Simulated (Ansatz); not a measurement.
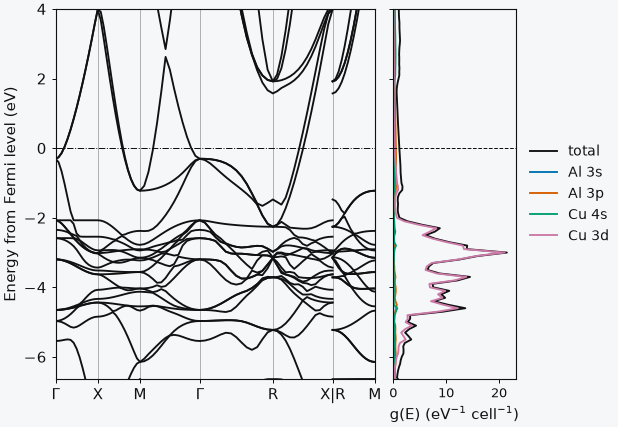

Band structure and density of states. Energies are counted from the Fermi level. The partial curves are projected on Löwdin-orthogonalised atomic shells.

System: AlCu₃, space group Pm-3m (No. 221), 4 atoms in the cell.

Method: DFT r2SCAN, scalar-relativistic, plane waves, PAW, no spin polarisation, 12×12×12 k mesh (Ansatz 0.2.0).

Q: Is there a gap at the Fermi level?

A: A metal: 2 bands cross the Fermi level along this path.

Q: On which lines of the path do bands cross the Fermi level?

A: Bands cross the Fermi level on Γ–X, X–M, M–Γ and R–X, and not on Γ–R and R–M.

Q: Where is the centre of the Cu 3d band?

A: Over the range shown, the centre of the Cu 3d weight lies 3.4 eV below the Fermi level, and the shell is essentially full.

Q: Where is the tallest peak in the window, and which states make it?

A: The tallest peak in the window is at −3.0 eV; by projected weight it is Cu 3d almost alone.

Q: What is the density of states at the Fermi level?

A: The density of states at the Fermi level is about 1.2 per eV and cell (mean within 0.25 eV), or 0.29 per atom.
